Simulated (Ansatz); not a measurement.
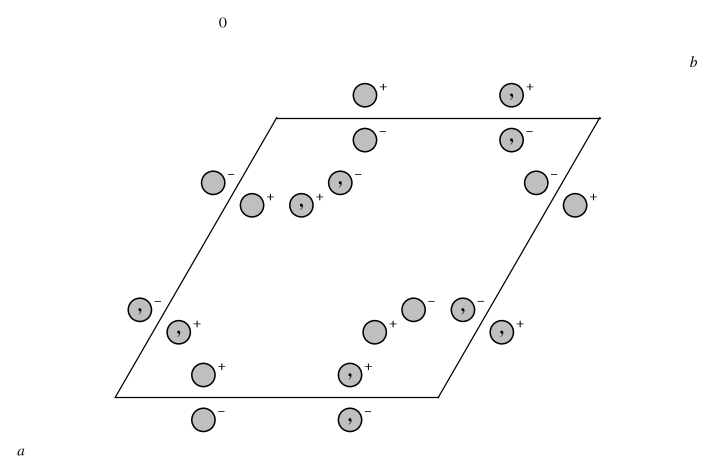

General positions of a space group, projected down c, computed from the operations of a computed or model structure of composition Cu.

A circle is a general position, a comma marks the mirror image, + and − with a fraction give the height (along the projection axis: ½+ is ½ plus the coordinate, − is its negative), and a split circle stands for two positions above each other.

Identify the space group.

Answer. P-3m1 (No. 164); primitive trigonal (hexagonal lattice), point group -3m, 12 general positions a cell.

Write the general positions (in any order).

Answer. x, y, z
−x, −y, −z
−y, x−y, z
y, −x+y, −z
−x+y, −x, z
x−y, x, −z
y, x, −z
−y, −x, z
x−y, −y, −z
−x+y, y, z
−x, −x+y, −z
x, x−y, z
